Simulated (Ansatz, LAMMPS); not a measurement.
# Static equation of state of glassy 57SiO2-27Al2O3-16BaO (mol %) (149 atoms)

Density of this cell: 2.99 g/cm³. The cell holds 149 atoms: 25 Si, 24 Al, 7 Ba and 93 O. Its edges and angles: a = 12.887 Å, b = 12.562 Å, c = 13.038 Å, α = 90.9°, β = 89.7°, γ = 89.9°. The starting structure: 149 atoms (25 Si, 24 Al, 7 Ba, 93 O) placed at random at 2.88 g/cm³, melted at 4000 K for 10 ps at fixed volume with the Morse and Coulomb pair potential with partial charges (Pedone, Malavasi, Menziani, Cormack and Segre, J. Phys. Chem. B 110, 11780 (2006)). Quenched from 4000 K to 300 K at 25 K/ps and fixed volume, held 5 ps.

Calculated with Ansatz 0.2.0: Kohn-Sham DFT, r2SCAN, PAW (set soft_2), plane waves; cutoff 500 eV, Γ point, fermi-dirac smearing of 0.025 eV. Cell and atoms were relaxed first, to V0 = 14.164 Å³ an atom at a residual P0 = 0.024 GPa. The cell was then scaled evenly, and the atoms were relaxed at each volume.

| volume (Å³/atom) | pressure (GPa) |
| --- | --- |
| 13.315 | 2.808 |
| 13.739 | ? |
| 14.589 | -1.650 |
| 15.014 | -3.213 |

**Question.** Fit the third-order Birch–Murnaghan equation to the rows given and interpolate to the withheld row.

Worked fit:

Take the Eulerian strain f = ½[(V0/V)^(2/3) − 1] and the normalised pressure F = (P − P0) / [3f(1 + 2f)^(5/2)]. The third-order Birch–Murnaghan equation is then the line F = B0 + (3/2)B0(B′ − 4) f, so u = f and v = F.

| u = f | v = F (GPa) |
| --- | --- |
| 0.0210563 | 39.7606 |
| -0.00975644 | 60.0652 |
| -0.0190507 | 62.4034 |

With n = 3: mean u = -0.00258361, mean v = 54.0764, Σ(u − ū)² = 8.815e-4, Σ(u − ū)(v − v̄) = -0.51850. Slope b = -0.51850 / 8.815e-4 = -588.23; intercept a = v̄ − b ū = 52.557.

So B0 = a = 52.6 GPa and B′ = 4 + 2b/(3a) = -3.46. At the withheld volume f = 0.01026, F = a + b f = 46.52 GPa, and P = P0 + 3f(1 + 2f)^(5/2) F.

Prediction at 13.739: 1.530 GPa. The run gave 1.150 GPa, so the fit is high by 0.38 GPa (33 % of the value).

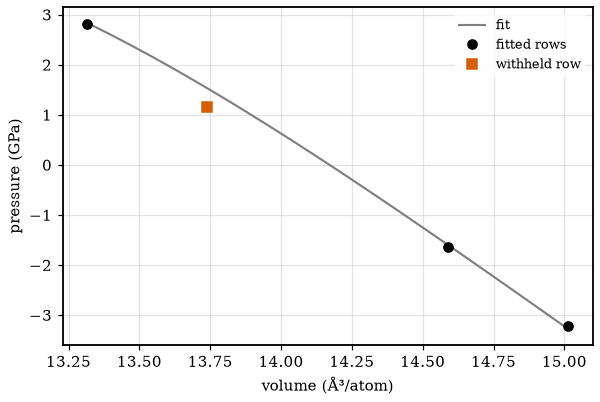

The fit, the rows that it rests on and the withheld row.

The series isn't one smooth equation of state: even a line fitted to all rows, the withheld one included, misses F by up to 22.2 %, the count of bonds changes along the series and an atom moves over 0.5 Å in some relaxation. B0 and B′ are then only the numbers of this fit, not moduli of the material. Among the rows given, the largest miss of the fit is at 15.014, by 0.071 GPa (1.2 % of the range of the table).

Limits: Static cells at zero temperature; the cell shape is held. The program notes that the SCF threshold of these relaxations is loose for the stress. The quench rate of 25 K/ps is many orders above laboratory rates, so the cell is likely richer in defects and strain than a real sample. The network of bonds at the start is that of the classical potential that made the cell, and needn't be the one that DFT or experiment would give. Only the Γ point is sampled, in a cell whose shortest periodic width is 13 Å.

[Hosts, paths, dates, database ids (printed as entryN), source tags and the programs' standing remarks are cut or masked in the printed files.]
